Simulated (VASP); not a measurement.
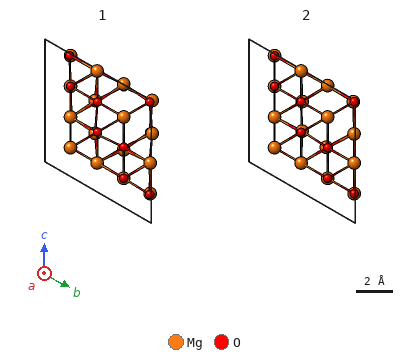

Two geometries of a defect cell of composition Mg16O15, drawn at one scale. One is the start of a relaxation, the other its converged end. Style: ball-and-stick. Shown: the cell of the calculation (origin shifted), along the a axis.

The calculation used Kohn-Sham DFT of a periodic cell, PBE, VASP PAW PBE potentials, recommended in VASP. Settings: plane-wave cutoff 450 eV; k-point mesh 2 × 2 × 2; occupations gaussian; smearing width 0.01 eV; no spin polarisation.

Which of the two is the end point?

Structure 1 is the relaxed one. The run lets the atoms move in a fixed cell. After 9 geometry steps the energy has fallen by 2.068 eV per cell of the calculation. The largest force component goes from 3.2 to 0.016 eV/Å. The largest moves, 0.22 Å, are those of Mg atoms. Largest moves by element: Mg 0.22 Å, O 0.06 Å. The cell stays as it was. Near-neighbour distances that change, for instance: Mg–O 2.171 → 1.963 Å, Mg–O 2.141 → 1.963 Å, Mg–O 2.103 → 1.964 Å, Mg–O 2.215 → 2.095 Å. Bond angles that change, for instance: Mg–O–Mg 87.4° → 100.7°, Mg–O–Mg 88.2° → 100.8°, Mg–O–Mg 88.6° → 100.7°.

Limits of the set-up: the periodic images lie only 7.4 Å apart, so the values are limited by the cell's size.
